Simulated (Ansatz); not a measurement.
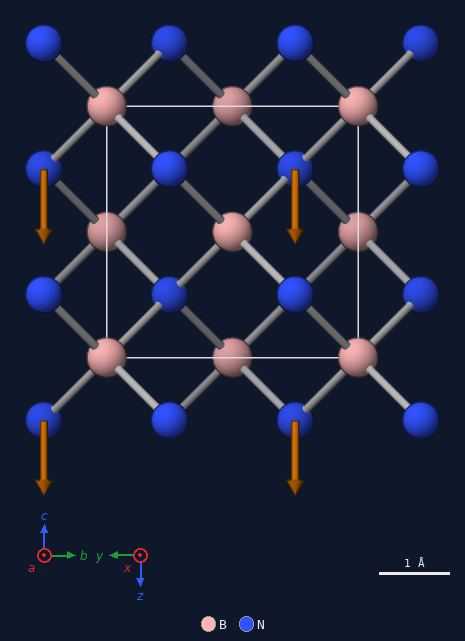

Solid BN (F-43m): N5 (one in each cell of 8 atoms) is moved along Cartesian [0 0 1], all else fixed. The picture shows the reference cell. The orange arrows give the direction of positive displacement. The picture is a ball-and-stick view of the cell of the calculation, seen along the a axis.

Theory: DFT r2SCAN, scalar-relativistic, plane waves, PAW in Ansatz 0.2.0. (plane-wave cutoff 500 eV; k-point mesh 6 × 6 × 6; occupations gaussian; smearing width 0.05 eV; no spin polarisation). Energies (free energies at the smearing named) are counted from the cell as listed in its source, which wasn't relaxed.

The input:
```yaml
crystal:
  lattice:
    - [3.626002, 0.0, 0.0]
    - [0.0, -3.626002, 0.0]
    - [0.0, 0.0, -3.626002]
  atoms:
    - { symbol: B, position: [0.0, 0.5, 0.5] }
    - { symbol: B, position: [0.5, 0.0, 0.5] }
    - { symbol: B, position: [0.5, 0.5, 0.0] }
    - { symbol: B, position: [0.0, 0.0, 0.0] }
    - { symbol: "N", position: [0.75, 0.75, 0.75] }
    - { symbol: "N", position: [0.25, 0.25, 0.75] }
    - { symbol: "N", position: [0.25, 0.75, 0.25] }
    - { symbol: "N", position: [0.75, 0.25, 0.25] }
basis:
  ecutwfc: 500
kpoints:
  mp_grid: { grid: [6, 6, 6] }
hamiltonian:
  xc: r2scan
scf:
  occupations: { method: gaussian, width: 0.05 }
output:
  forces: true
  stress: true
  eigenvalues: true
  write_density: true
  write_potential: true
  elf: true
  volumetric_format: npy
```

Command:
```bash
ansatz run input.yaml --threads 2 --pin off --max-ram 5120MiB --backend cpu --events-out ev --progress --plain --runs-dir out
```

> Give the energy at each point (the displacement: −0.200, −0.150, −0.100, −0.050, 0.000, 0.025, 0.050, 0.075, 0.100, 0.125, 0.150, 0.175, 0.200 Å).

| displacement (Å) | ΔE (meV/cell) |
| --- | --- |
| −0.200 | 703 |
| −0.150 | 398 |
| −0.100 | 178 |
| −0.050 | 45 |
| 0.000 | 0 |
| 0.025 | 11 |
| 0.050 | 45 |
| 0.075 | 100 |
| 0.100 | 178 |
| 0.125 | 277 |
| 0.150 | 398 |
| 0.175 | 540 |
| 0.200 | 703 |

Points that are alike by symmetry were computed once.

Of the computed points the lowest is at the displacement 0.00 Å, 0 meV/cell. At the ends of the scan the energy is 703 meV/cell (−0.20 Å) and 703 meV/cell (0.20 Å). The curvature at zero is about 36 eV/Å². The well is symmetric. At the highest point the shortest interatomic distance is 1.46 Å, against 1.57 Å in the reference. The distortion takes the space group from F-43m to Cmm2.

As a plot (hollow markers are points alike by symmetry):

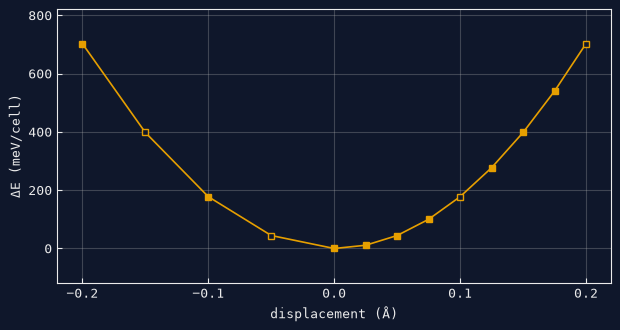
